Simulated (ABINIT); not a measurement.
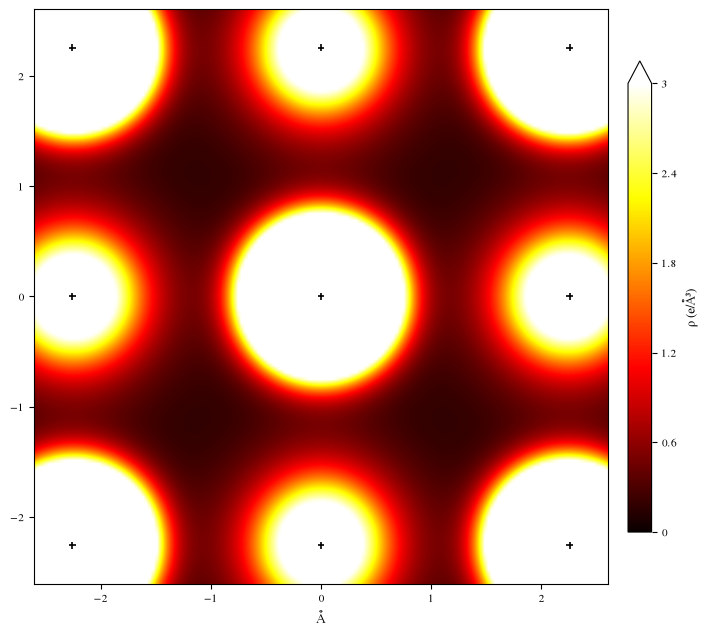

The valence electron density on a plane through atoms (crosses mark nuclei in the plane).

Level of theory: Kohn-Sham DFT of a periodic cell, r2SCAN, Ansatz PAW PBE default generated set, frozen core in ABINIT.

Candidates:
A. Si₂Mo, a = 3.20 Å, b = 3.20 Å, c = 7.86 Å, α = 90.00°, β = 90.00°, γ = 90.00°. Space group I4/mmm; not relaxed (largest force 0.4 eV/Å).
B. HfN, a = 4.51 Å, b = 4.51 Å, c = 4.51 Å, α = 90.00°, β = 90.00°, γ = 90.00°. Space group Fm-3m; computed pressure about 3 GPa in this cell.

### Which system is this?

Candidate B: HfN on the (001) plane of the conventional cell, which holds Hf and N. Hf–N (2.26 Å): the density is about 0.51 e/Å³ at the midpoint. Hf–Hf (3.19 Å): ρ is about 0.18 e/Å³ halfway.
